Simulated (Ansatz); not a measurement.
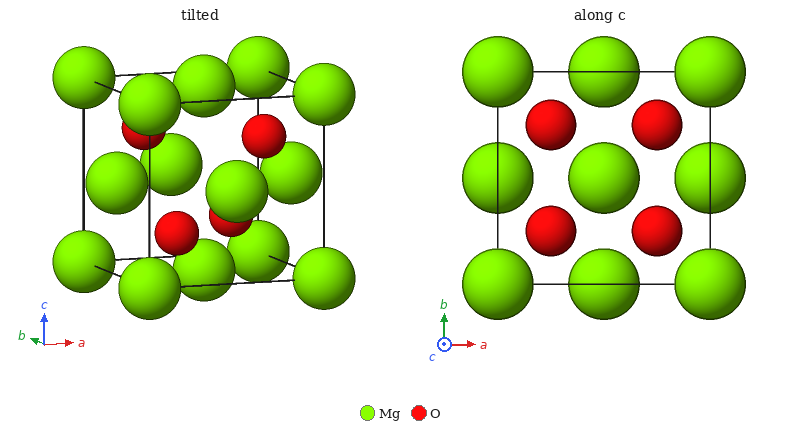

Drawn in the spheres-only manner and seen slightly off an axis and along the c axis. The wireframe shows the conventional unit cell.

MgO, space group F-43m (No. 216), a = 4.58 Å, b = 4.58 Å, c = 4.58 Å, α = 90.00°, β = 90.00°, γ = 90.00°.

Level of theory and settings: DFT PBEsol, scalar-relativistic, plane waves, PAW (Ansatz 0.2.0), a 420 eV plane-wave basis, k-points about 0.30 Å⁻¹ apart, Gaussian smearing of 0.02 eV, no spin polarisation.

What is the band gap, if any?

Answer. An insulator at this level, with a gap of 3.49 eV on the k-mesh (the true edges may lie between mesh points, so the gap can be somewhat smaller).

Source of the structure: a structure listed in the Materials Project, with elements exchanged, so it need not be a known form of the compound. A relaxation with DFT PBEsol, scalar-relativistic, plane waves, PAW in Ansatz gave the geometry drawn.
